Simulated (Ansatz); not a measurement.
## Electronic structure of TaSi31 (cell with a defect) in real space

Input

```
crystal:
  lattice:
    - [-5.4700936474, -5.4700936474, -5.4700936474]
    - [5.4700936474, 5.4700936474, -5.4700936474]
    - [5.4700936474, -5.4700936474, 5.4700936474]
  atoms:
    - { symbol: Ta, position: [0.5, 0.75, 0.5], spin: 0.2 }
    - { symbol: Si, position: [0.5, 0.5, 0.75] }
    - { symbol: Si, position: [0.25, 0.75, 0.75] }
    - { symbol: Si, position: [0.5, 0.25, 0.0] }
    - { symbol: Si, position: [0.25, 0.5, 0.0] }
    - { symbol: Si, position: [0.0, 0.75, 0.0] }
    - { symbol: Si, position: [0.5, 0.0, 0.25] }
    - { symbol: Si, position: [0.25, 0.25, 0.25] }
    - { symbol: Si, position: [0.0, 0.5, 0.25] }
    - { symbol: Si, position: [0.75, 0.75, 0.25] }
    - { symbol: Si, position: [0.25, 0.0, 0.5] }
    - { symbol: Si, position: [0.0, 0.25, 0.5] }
    - { symbol: Si, position: [0.75, 0.5, 0.5] }
    - { symbol: Si, position: [0.0, 0.0, 0.75] }
    - { symbol: Si, position: [0.75, 0.25, 0.75] }
    - { symbol: Si, position: [0.75, 0.0, 0.0] }
    - { symbol: Si, position: [0.5, 0.75, 0.75], spin: 0.2 }
    - { symbol: Si, position: [0.5, 0.5, 0.0] }
    - { symbol: Si, position: [0.25, 0.75, 0.0] }
    - { symbol: Si, position: [0.5, 0.25, 0.25] }
    - { symbol: Si, position: [0.25, 0.5, 0.25], spin: 0.2 }
    - { symbol: Si, position: [0.0, 0.75, 0.25] }
    - { symbol: Si, position: [0.5, 0.0, 0.5], spin: 0.2 }
    - { symbol: Si, position: [0.25, 0.25, 0.5] }
    - { symbol: Si, position: [0.0, 0.5, 0.5] }
    - { symbol: Si, position: [0.75, 0.75, 0.5], spin: 0.2 }
    - { symbol: Si, position: [0.25, 0.0, 0.75] }
    - { symbol: Si, position: [1.0, 0.25, 0.75] }
    - { symbol: Si, position: [0.75, 0.5, 0.75] }
    - { symbol: Si, position: [0.0, 0.0, 0.0] }
    - { symbol: Si, position: [0.75, 0.25, 0.0] }
    - { symbol: Si, position: [0.75, 1.0, 0.25] }
  host:
    lattice:
      - [0.0, 2.7350468237, 2.7350468237]
      - [2.7350468237, 0.0, 2.7350468237]
      - [2.7350468237, 2.7350468237, 0.0]
    atoms:
      - { symbol: Si, position: [0.25, 0.25, 0.25] }
      - { symbol: Si, position: [0.0, 0.0, 0.0] }
basis:
  ecutwfc: 420
  xc_grid: 2
kpoints:
  mp_grid: { grid: [2, 2, 2], shift: [0.5, 0.5, 0.5] }
hamiltonian:
  xc: pbe
scf:
  occupations: { method: gaussian, width: 0.02 }
  lower_state_search: "off"
output:
  forces: true
  stress: false
  eigenvalues: true
  populations: true
  charged_corrections:
    defect_position: [0.5, 0.75, 0.5]
    epsilon: [[12.9837, 0.0, 0.0], [0.0, 12.9837, 0.0], [0.0, 0.0, 12.9837]]
  write_density: true
  write_potential: true
  elf: true
  volumetric_format: npy
magnetization:
  spin_polarized: true
relax:
  adjacent_minimum: "off"
  f_tol: 0.03
  max_steps: 40
```

Command:

```sh
ansatz run input.yaml --threads 8 --pin off --max-ram 16384MiB --backend cpu --events-out ev --progress --plain --runs-dir out
```

The fields are those of the relaxed geometry.

Spin-polarised.

The calculation used DFT PBE, scalar-relativistic, plane waves, PAW (Ansatz).

Core electrons are frozen (PAW), and the valence fields are smoothed inside the atomic spheres.

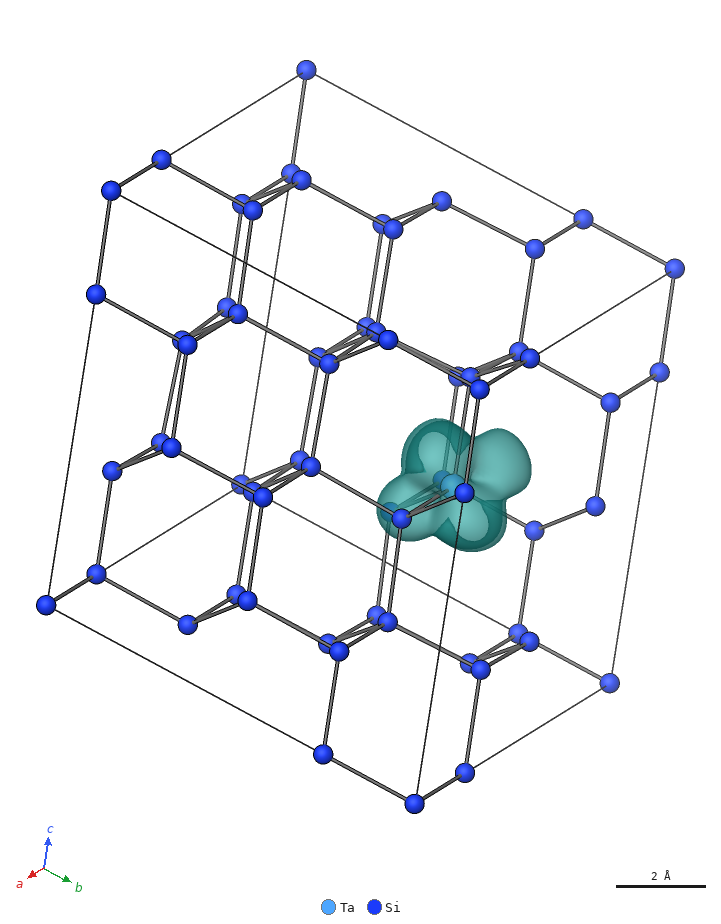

Figure 1. Isosurfaces of the spin density (up minus down) at +0.015 (teal) and −0.015 e/Å³ (pink), seen slightly off an axis. Sticks mark near contacts.

Describe the spin distribution.

Answer. The spin density sits on Ta: +0.4 μB in one cell of 32 atoms: with much of the spin spread outside that site. The cell of the calculation (32 atoms) carries 1.0 μB of net spin moment. Only one sign reaches the isovalue.

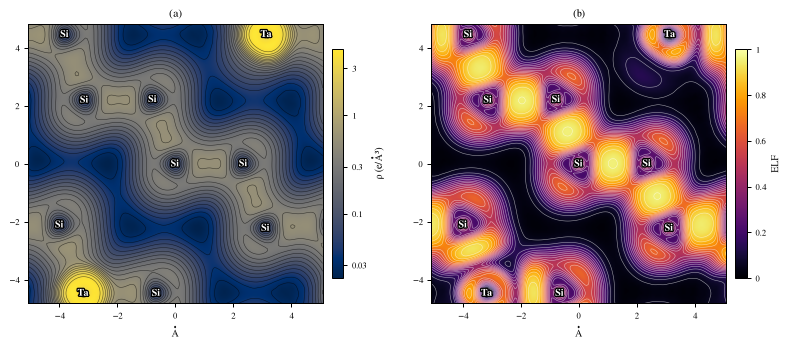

Figure 2. (a) valence pseudo-density; (b) ELF on the (001) plane of the calculation cell.

What does the map show?

Answer.
- The plane passes through Ta and Si nuclei.
- Si–Si (2.36 Å): ρ at the midpoint is about 0.56 e/Å³; the ELF peaks at about 0.95 between the atoms.
- Ta–Si (2.50 Å): ρ is about 0.59 e/Å³ halfway; the ELF peaks at about 0.95 in the valence shell of Si, 0.9 Å from its nucleus, and is about 0.75 at the midpoint.
- Between the atoms the lowest density in this plane is 0.02 e/Å³.
- The features right at Ta lie inside the PAW spheres, where the map follows smoothed inner orbitals and isn't to be read closely.

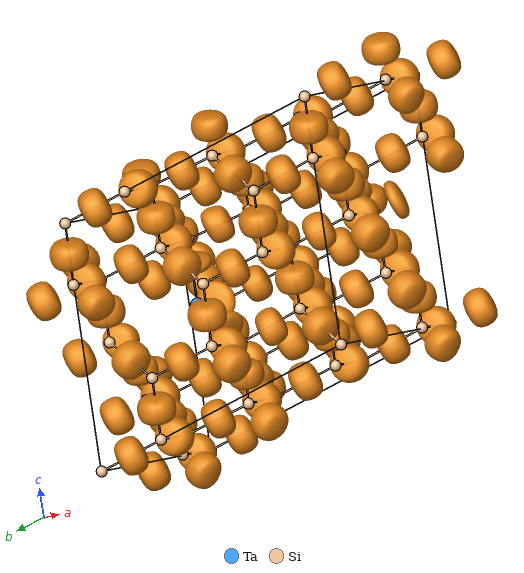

Figure 3. Isosurface of the ELF at 0.8 (orange), seen at an oblique angle. Core shells and regions of very low density are left out. Sticks mark near contacts.

Identify the bonds, lone pairs and shells in this picture.

Answer. The surface consists of 60 regions between bonded Si–Si atoms and four lobes of the valence shell of Si pointing towards Ta (polar bonds), counted in one cell of 32 atoms. Regions shared between cells count once. Along the contacts the grid gives the following. Si–Si (2.35 Å): the ELF peaks at about 0.95 between the atoms.

Does the calculation make it a metal, or give it a gap?

Answer. It is gapless in this calculation (a metal or semimetal).
